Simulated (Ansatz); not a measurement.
**Ti$_{6}$H$_{2}$O$_{13}$: geometry relaxation (part 3 of 4)**

Ti$_{6}$H$_{2}$O$_{13}$ (slab, 21 atoms in the cell); DFT PBE+D3(BJ), scalar-relativistic, plane waves, PAW, no spin polarisation (Ansatz 0.2.0); cutoff 420 eV, 8×5×1 k-mesh, Gaussian smearing of 0.05 eV. The structure derives from an entry of the Crystallography Open Database. The input holds or restrains some coordinates.

Geometry of the input (Å; fractional positions):
```
3.7874  0.0000  0.0000
-1.8937  5.1467  0.0000
0.0000  0.0000  28.7695
O  0.3153  0.6306  0.2955
Ti 0.1354  0.2708  0.3209
O  0.5992  0.1983  0.3261
O  0.9554  0.9109  0.3464
Ti 0.4192  0.8384  0.3515
O  0.2393  0.4786  0.3770
O  0.4507  0.9014  0.4179
Ti 0.2708  0.5415  0.4433
O  0.7345  0.4691  0.4485
O  0.0906  0.1812  0.4683
Ti 0.5496  0.0991  0.4727
O  0.3784  0.7568  0.5003
O  0.5971  0.1942  0.5391
Ti 0.4142  0.8284  0.5715
O  0.8775  0.7551  0.5720
O  0.2369  0.4737  0.5998
Ti 0.6857  0.3713  0.5922
O  0.5290  0.0581  0.6216
O  0.1073  0.7147  0.6501
H  0.3044  0.6636  0.6633
H  0.1453  0.8829  0.6633
```

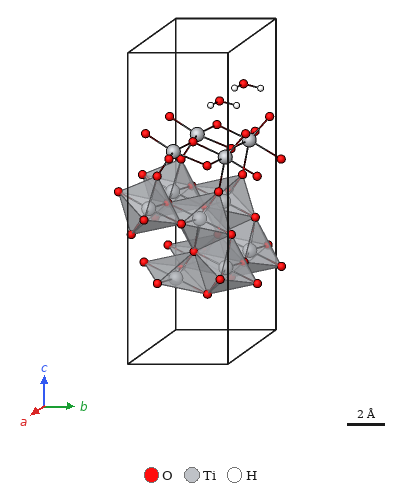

Figure 1. The geometry at step 4 of the log (polyhedral view of the 2 × 1 repeat of the cell, with the vacuum cut short, seen slightly off an axis; polyhedra are completed across the faces of the cell).

## The program's output, continued
```
  k-point 1: bands = ["-57.9668", "-57.6700", "-57.6253", "-57.5238", "-57.4680", "-57.3972", "-34.3397", "-34.1913", "-34.1431", "-34.1028", "-34.0068", "-33.9716", "-33.9287", "-33.9075", "-33.8212", "-33.8070", "-33.7925", "-33.7545", "-33.7397", "-33.6915", "-33.6629", "-33.6531", "-33.6272", "-33.5965", "-21.0423", "-18.7690", "-18.5483", "-18.2468", "-17.9446", "-17.8586", "-17.7840", "-17.6832", "-17.5535", "-17.5212", "-17.3478", "-17.0709", "-16.3676", "-8.5422", "-5.8210", "-5.6494", "-5.4861", "-5.2298", "-5.1649", "-5.1016", "-4.9926", "-4.9883", "-4.8606", "-4.7665", "-4.6812", "-4.5891", "-4.2438", "-4.0506", "-3.9404", "-3.6617", "-3.5172", "-3.4436", "-3.4034", "-3.2577", "-3.2212", "-2.9432", "-2.8624", "-2.7720", "-2.6432", "-2.5025", "-2.4095", "-2.3778", "-2.3287", "-2.2200", "-2.1447", "-2.0425", "-1.9942", "-1.9327", "-1.8618", "-1.7101", "-1.5735", "-1.4828", "0.8662", "1.3934", "1.5898", "1.6504", "1.8837", "2.0156", "2.0490", "2.1692", "2.2975", "2.3269", "2.4578", "2.5186", "2.5762", "2.5947", "2.8396", "2.9226", "2.9710", "3.0608", "3.4162", "3.7506", "3.9138"]
  k-point 2: bands = ["-57.9664", "-57.6634", "-57.6319", "-57.5179", "-57.4740", "-57.3976", "-34.3382", "-34.1924", "-34.1241", "-34.0603", "-34.0002", "-33.9495", "-33.9142", "-33.9113", "-33.8548", "-33.8145", "-33.7988", "-33.7606", "-33.7430", "-33.7070", "-33.6655", "-33.6618", "-33.6459", "-33.6008", "-21.0393", "-18.6021", "-18.4232", "-18.2072", "-18.0730", "-17.8577", "-17.8361", "-17.6898", "-17.6040", "-17.5461", "-17.3883", "-17.1161", "-16.3926", "-8.5451", "-5.7955", "-5.6839", "-5.5437", "-5.1397", "-5.1205", "-5.0546", "-4.9731", "-4.9682", "-4.8580", "-4.7371", "-4.6862", "-4.6005", "-4.4297", "-4.0473", "-3.8427", "-3.6619", "-3.5585", "-3.4344", "-3.3730", "-3.1616", "-3.1239", "-3.0436", "-2.8256", "-2.7725", "-2.6969", "-2.5594", "-2.4895", "-2.3572", "-2.3446", "-2.1934", "-2.1506", "-2.0819", "-1.9742", "-1.8874", "-1.8814", "-1.6764", "-1.5877", "-1.4790", "0.9354", "1.3915", "1.5496", "1.6744", "1.9309", "1.9888", "2.0500", "2.1540", "2.2169", "2.2554", "2.4582", "2.4870", "2.5271", "2.5450", "2.8227", "2.9446", "3.0053", "3.1274", "3.4678", "3.7364", "3.8475"]
  k-point 20: bands = ["-57.9643", "-57.6613", "-57.6300", "-57.5180", "-57.4699", "-57.3957", "-34.3379", "-34.2920", "-34.1380", "-34.1007", "-34.0513", "-33.9938", "-33.9527", "-33.9307", "-33.8778", "-33.8483", "-33.8035", "-33.7818", "-33.7610", "-33.7253", "-33.6886", "-33.6783", "-33.6300", "-33.5941", "-20.9823", "-18.2815", "-17.9761", "-17.7186", "-17.6467", "-17.5437", "-17.4563", "-17.3871", "-17.3321", "-17.2890", "-17.2103", "-16.9255", "-16.3398", "-8.8556", "-5.8837", "-5.8101", "-5.6780", "-5.6233", "-5.5732", "-5.5436", "-5.4351", "-5.3038", "-5.2445", "-5.1164", "-5.0569", "-4.9501", "-4.8143", "-4.6344", "-4.4765", "-4.4380", "-4.2634", "-4.0935", "-3.9545", "-3.8961", "-3.7977", "-3.6827", "-3.6203", "-3.4182", "-3.3282", "-3.2354", "-3.0527", "-2.8455", "-2.6691", "-2.5992", "-2.2906", "-2.0411", "-2.0198", "-1.7805", "-1.6347", "-1.5544", "-1.3756", "-1.1886", "1.5612", "1.8415", "1.9026", "2.0187", "2.0942", "2.2127", "2.2373", "2.3180", "2.3674", "2.4730", "2.4932", "2.6105", "2.7698", "2.8900", "3.0582", "3.1676", "3.3047", "3.4505", "3.5313", "4.2620", "4.5643"]
--- Relaxed structure (17 steps of the walk, 15 accepted, 0 SCFs on fresh bases) ---
  F+E_penalty+E_count = -22433.81205006 eV   max|allowed force component| = 2.487e-2 eV/Å
  atoms:
    - { symbol: O, position: [0.3153075005, 0.630615001, 0.2954515442999999] }
    - { symbol: Ti, position: [0.1353786622, 0.2707573244, 0.3209252744] }
    - { symbol: O, position: [0.5991521661000001, 0.19830433209999998, 0.32605410199999996] }
    - { symbol: O, position: [0.9554498239000002, 0.9108996478000001, 0.34639900449999994] }
    - { symbol: Ti, position: [0.41922332780000005, 0.8384466555, 0.3515278321] }
    - { symbol: O, position: [0.2392944895, 0.4785889789, 0.3770015621999999] }
    - { symbol: O, position: [0.4506861627, 0.9013723253, 0.4178617749] }
    - { symbol: Ti, position: [0.2707573243, 0.5415146487, 0.44333550499999996] }
    - { symbol: O, position: [0.7345308282, 0.4690616564, 0.4484643326] }
    - { symbol: O, position: [0.09078419407186968, 0.1818303036423375, 0.4689024333095555] }
    - { symbol: Ti, position: [0.5515071344962628, 0.10355761610162405, 0.47335063146413797] }
    - { symbol: O, position: [0.37856360493799157, 0.75203583954712, 0.4994748276298229] }
    - { symbol: O, position: [0.5870996525228226, 0.17821732191576295, 0.5403755803860528] }
    - { symbol: Ti, position: [0.41126164160999035, 0.8079194740245363, 0.5678905248912042] }
    - { symbol: O, position: [0.8710067826696755, 0.7343407901865016, 0.5694388879985676] }
    - { symbol: O, position: [0.2290382683848641, 0.4525028730415727, 0.5978353711360618] }
    - { symbol: Ti, position: [0.6776201057433535, 0.35082456327889977, 0.5962197665416605] }
    - { symbol: O, position: [0.5321062092135804, 0.02562685686829928, 0.6225402319877206] }
    - { symbol: O, position: [-0.22247662146552094, 0.5931056394360649, 0.6649581744607046] }
    - { symbol: H, position: [0.04165685118326051, 0.6397118717465144, 0.6734060190972944] }
    - { symbol: H, position: [-0.24498167658966563, 0.7589746719659848, 0.6548734008110147] }
```

## Trajectory as extended XYZ (Å, eV, eV/Å), 17 frames, from step=1 to step=17
```
21
Lattice="3.7874 0.0000 0.0000 -1.8937 5.1467 0.0000 0.0000 0.0000 28.7695" Properties=species:S:1:pos:R:3:forces:R:3 step=1 energy=-22431.79093
O     0.0000    3.2456    8.5000    0.0000  -1.8336   1.0196
Ti    0.0000    1.3935    9.2329    0.0000   3.8078   1.7327
O     1.8937    1.0206    9.3804    0.0000   0.2950  -1.1004
O     1.8937    4.6882    9.9657    0.0000   0.3999  -0.1110
Ti    0.0000    4.3153   10.1133    0.0000  -1.5785  -1.7786
O     0.0000    2.4632   10.8462    0.0000  -1.0457  -0.4867
O     0.0000    4.6391   12.0217    0.0002  -0.1464  -0.1450
Ti    0.0000    2.7870   12.7546    0.0001  -0.0648   0.9968
O     1.8937    2.4141   12.9021    0.0001   0.1442  -0.1214
O     0.0000    0.9326   13.4720   -0.0012   0.0113  -0.0040
Ti    1.8937    0.5102   13.5984    0.0001   0.0176   0.0290
O     0.0000    3.8951   14.3938   -0.0118   0.0120   0.0651
O     1.8937    0.9993   15.5086    0.0040  -0.1243  -0.0308
Ti    0.0000    4.2636   16.4409   -0.1411  -0.4943  -0.3471
O     1.8937    3.8862   16.4574   -0.4401   0.2680  -0.8565
O     0.0000    2.4382   17.2563    1.6699  -1.8181  -1.7894
Ti    1.8937    1.9110   17.0367   -0.1412   0.6689  -0.0459
O     1.8937    0.2989   17.8836    1.3588   2.3955  -0.3420
O    -0.9468    3.6783   18.7036   -2.2571  -1.2216   2.9783
H    -0.1036    3.4155   19.0836    0.2684  -0.1997   0.1776
H    -1.1218    4.5441   19.0836   -0.3093   0.5072   0.1605
21
Lattice="3.7874 0.0000 0.0000 -1.8937 5.1467 0.0000 0.0000 0.0000 28.7695" Properties=species:S:1:pos:R:3:forces:R:3 step=2 energy=-22432.75487
O     0.0000    3.2456    8.5000    0.0001  -1.8333   1.0206
Ti    0.0000    1.3935    9.2329   -0.0001   3.8095   1.7340
O     1.8937    1.0206    9.3804    0.0001   0.2947  -1.1003
O     1.8937    4.6882    9.9657    0.0000   0.3996  -0.1096
Ti    0.0000    4.3153   10.1133    0.0000  -1.5829  -1.7836
O     0.0000    2.4632   10.8462   -0.0008  -1.0458  -0.4923
O     0.0000    4.6391   12.0217    0.0034  -0.1836  -0.1914
Ti    0.0000    2.7870   12.7546    0.0002  -0.0925   1.0182
O     1.8937    2.4141   12.9021   -0.0052   0.1556  -0.1273
O    -0.0002    0.9323   13.4704    0.0109   0.0262  -0.0269
Ti    1.8935    0.5089   13.5949   -0.0037   0.0436   0.0156
O    -0.0026    3.8955   14.3953   -0.0181  -0.0219   0.0248
O     1.9005    0.9936   15.4967    0.0058  -0.1404  -0.1242
Ti   -0.0092    4.2651   16.4430    0.0299   0.0333  -0.4818
O     1.8817    3.9081   16.4023    0.2580   0.1941  -0.3077
O     0.0528    2.3941   17.1753    0.5027  -0.2081  -0.7959
Ti    1.9335    1.9451   16.9958   -0.0328   0.3571  -0.0271
O     1.9663    0.3595   17.8669    0.4209   0.3402   0.2046
O    -1.0475    3.6158   18.8584   -0.5986  -0.1959   1.9586
H    -0.1248    3.4081   19.1145   -0.4902  -0.0138  -0.1000
H    -1.1467    4.5569   19.1169   -0.0832  -0.3360  -0.3082
21
Lattice="3.7874 0.0000 0.0000 -1.8937 5.1467 0.0000 0.0000 0.0000 28.7695" Properties=species:S:1:pos:R:3:forces:R:3 step=3 energy=-22433.11860
O     0.0000    3.2456    8.5000   -0.0001  -1.8338   1.0198
Ti    0.0000    1.3935    9.2329    0.0000   3.8090   1.7340
O     1.8937    1.0206    9.3804    0.0001   0.2951  -1.1005
O     1.8937    4.6882    9.9657    0.0000   0.3995  -0.1098
Ti    0.0000    4.3153   10.1133    0.0002  -1.5815  -1.7827
O     0.0000    2.4632   10.8462    0.0001  -1.0437  -0.4932
O     0.0000    4.6391   12.0217    0.0035  -0.1856  -0.2332
Ti    0.0000    2.7870   12.7546    0.0039  -0.0846   0.9920
O     1.8937    2.4141   12.9021    0.0107   0.1732  -0.1367
O     0.0011    0.9336   13.4679    0.0109   0.0139  -0.0256
Ti    1.8946    0.5110   13.5923   -0.0091   0.0549  -0.0353
O     0.0003    3.8971   14.3909    0.0279  -0.0106   0.0138
O     1.9070    0.9985   15.4895    0.0417  -0.1392  -0.0952
Ti    0.0126    4.2799   16.4269    0.1051   0.1422  -0.5297
O     1.9080    3.9259   16.3781    0.3123   0.1243  -0.0327
O     0.0763    2.3988   17.1265    0.1551   0.2561  -0.3610
Ti    1.9509    1.9607   16.9850    0.0705   0.2924   0.2358
O     1.9955    0.3736   17.8685    0.0584  -0.1924   0.1117
O    -1.1353    3.5515   19.0239    0.5608   0.8775   1.1645
H    -0.1526    3.4007   19.1197   -1.2169  -0.0528  -0.0251
H    -1.1646    4.5563   19.0869   -0.1359  -1.3148  -0.3126
21
Lattice="3.7874 0.0000 0.0000 -1.8937 5.1467 0.0000 0.0000 0.0000 28.7695" Properties=species:S:1:pos:R:3:forces:R:3 step=4 energy=-22433.36591
O     0.0000    3.2456    8.5000   -0.0005  -1.8377   1.0190
Ti    0.0000    1.3935    9.2329    0.0004   3.8072   1.7299
O     1.8937    1.0206    9.3804    0.0001   0.2963  -1.1002
O     1.8937    4.6882    9.9657   -0.0001   0.4001  -0.1105
Ti    0.0000    4.3153   10.1133    0.0008  -1.5742  -1.7778
O     0.0000    2.4632   10.8462    0.0030  -1.0395  -0.4833
O     0.0000    4.6391   12.0217    0.0045  -0.1646  -0.2763
Ti    0.0000    2.7870   12.7546    0.0129  -0.0523   0.9287
O     1.8937    2.4141   12.9021    0.0682   0.2069  -0.1555
O     0.0053    0.9353   13.4651    0.0069  -0.0013  -0.0194
Ti    1.8992    0.5165   13.5899   -0.0178   0.0727  -0.0448
O     0.0141    3.9021   14.3820    0.0512   0.0071   0.0471
O     1.9272    1.0183   15.4873    0.0751  -0.1083  -0.1360
Ti    0.0500    4.3031   16.3989    0.1190   0.1637  -0.3525
O     1.9496    3.9473   16.3711    0.2218   0.0584   0.0840
O     0.1042    2.4338   17.1091   -0.0397   0.2750  -0.0859
Ti    1.9779    1.9795   16.9932    0.0798   0.1617   0.4217
O     2.0050    0.3732   17.8637   -0.0590  -0.2412   0.0160
O    -1.2232    3.4980   19.1893    0.5152   1.2607  -0.0121
H    -0.2444    3.3398   19.1790   -0.8215  -0.1556   0.1887
H    -1.2109    4.5027   19.0327   -0.2203  -1.5350   0.1193
21
Lattice="3.7874 0.0000 0.0000 -1.8937 5.1467 0.0000 0.0000 0.0000 28.7695" Properties=species:S:1:pos:R:3:forces:R:3 step=5 energy=-22433.52128
O     0.0000    3.2456    8.5000   -0.0009  -1.8407   1.0181
Ti    0.0000    1.3935    9.2329    0.0008   3.8042   1.7265
O     1.8937    1.0206    9.3804    0.0002   0.2972  -1.1004
O     1.8937    4.6882    9.9657   -0.0001   0.4009  -0.1123
Ti    0.0000    4.3153   10.1133    0.0012  -1.5669  -1.7695
O     0.0000    2.4632   10.8462    0.0060  -1.0375  -0.4710
O     0.0000    4.6391   12.0217    0.0062  -0.1441  -0.2754
Ti    0.0000    2.7870   12.7546    0.0220  -0.0173   0.8963
O     1.8937    2.4141   12.9021    0.1329   0.2281  -0.1657
O     0.0100    0.9360   13.4640   -0.0007  -0.0065  -0.0148
Ti    1.9044    0.5206   13.5901   -0.0240   0.0635  -0.0164
O     0.0299    3.9058   14.3786    0.0399   0.0223   0.0675
O     1.9498    1.0341   15.4902    0.0741  -0.1060  -0.1448
Ti    0.0812    4.3166   16.3863    0.1001   0.1051  -0.2172
O     1.9821    3.9570   16.3798    0.0874   0.0440   0.0708
O     0.1229    2.4582   17.1175   -0.0781   0.1743   0.0084
Ti    1.9979    1.9869   17.0101    0.0387   0.1303   0.4201
O     2.0063    0.3667   17.8644   -0.0515  -0.1900   0.0343
O    -1.3314    3.4417   19.2468    0.2512   0.8130  -0.3044
H    -0.3722    3.2350   19.2902   -0.3846  -0.1282   0.1636
H    -1.2764    4.4138   18.9977   -0.2206  -1.0450   0.1870
21
Lattice="3.7874 0.0000 0.0000 -1.8937 5.1467 0.0000 0.0000 0.0000 28.7695" Properties=species:S:1:pos:R:3:forces:R:3 step=6 energy=-22433.64056
O     0.0000    3.2456    8.5000   -0.0013  -1.8436   1.0172
Ti    0.0000    1.3935    9.2329    0.0012   3.7994   1.7224
O     1.8937    1.0206    9.3804    0.0002   0.2983  -1.1008
O     1.8937    4.6882    9.9657   -0.0002   0.4020  -0.1152
Ti    0.0000    4.3153   10.1133    0.0017  -1.5574  -1.7558
O     0.0000    2.4632   10.8462    0.0085  -1.0371  -0.4530
O     0.0000    4.6391   12.0217    0.0068  -0.1192  -0.2351
Ti    0.0000    2.7870   12.7546    0.0296   0.0268   0.8733
O     1.8937    2.4141   12.9021    0.1833   0.2424  -0.1674
O     0.0135    0.9367   13.4640    0.0025  -0.0082  -0.0080
Ti    1.9082    0.5246   13.5928   -0.0254   0.0377   0.0433
O     0.0442    3.9092   14.3787    0.0131   0.0311   0.0673
O     1.9710    1.0459   15.4992    0.0522  -0.1025  -0.1054
Ti    0.1052    4.3246   16.3798    0.0649   0.0259  -0.1350
O     2.0062    3.9605   16.3969   -0.0714   0.0324   0.0288
O     0.1309    2.4776   17.1377   -0.0036   0.0226   0.0138
Ti    2.0079    1.9868   17.0396   -0.0011   0.1032   0.3392
O     1.9975    0.3503   17.8742    0.0107  -0.0638   0.0441
O    -1.4437    3.3417   19.2433    0.2208   0.1595  -0.1603
H    -0.4966    3.1342   19.4016   -0.3824  -0.0296   0.0370
H    -1.3855    4.2883   18.9634   -0.1088  -0.4183   0.0511
21
Lattice="3.7874 0.0000 0.0000 -1.8937 5.1467 0.0000 0.0000 0.0000 28.7695" Properties=species:S:1:pos:R:3:forces:R:3 step=7 energy=-22433.71985
O     0.0000    3.2456    8.5000   -0.0014  -1.8473   1.0164
Ti    0.0000    1.3935    9.2329    0.0013   3.7934   1.7179
O     1.8937    1.0206    9.3804    0.0002   0.2995  -1.1015
O     1.8937    4.6882    9.9657   -0.0002   0.4036  -0.1191
Ti    0.0000    4.3153   10.1133    0.0020  -1.5464  -1.7361
O     0.0000    2.4632   10.8462    0.0094  -1.0405  -0.4294
O     0.0000    4.6391   12.0217    0.0084  -0.0974  -0.1407
Ti    0.0000    2.7870   12.7546    0.0321   0.0562   0.8414
O     1.8937    2.4141   12.9021    0.1995   0.2350  -0.1503
O     0.0145    0.9366   13.4668    0.0134  -0.0025   0.0005
Ti    1.9089    0.5266   13.6000   -0.0194   0.0249   0.0994
O     0.0501    3.9099   14.3829   -0.0138   0.0242   0.0475
O     1.9853    1.0457   15.5149    0.0113  -0.1045  -0.0639
Ti    0.1140    4.3204   16.3789    0.0451   0.0026  -0.1256
O     2.0110    3.9532   16.4165   -0.1039   0.0209  -0.0041
O     0.1306    2.4797   17.1605   -0.0020  -0.0719   0.0056
Ti    2.0084    1.9759   17.0785   -0.0503   0.0063   0.1444
O     1.9899    0.3245   17.8923    0.0374   0.0359   0.0405
O    -1.5716    3.2197   19.1936    0.4060  -0.1853   0.0864
H    -0.6423    3.0161   19.4547   -0.5231   0.0745  -0.1085
H    -1.5050    4.1556   18.9042   -0.0517  -0.0810  -0.0203
```
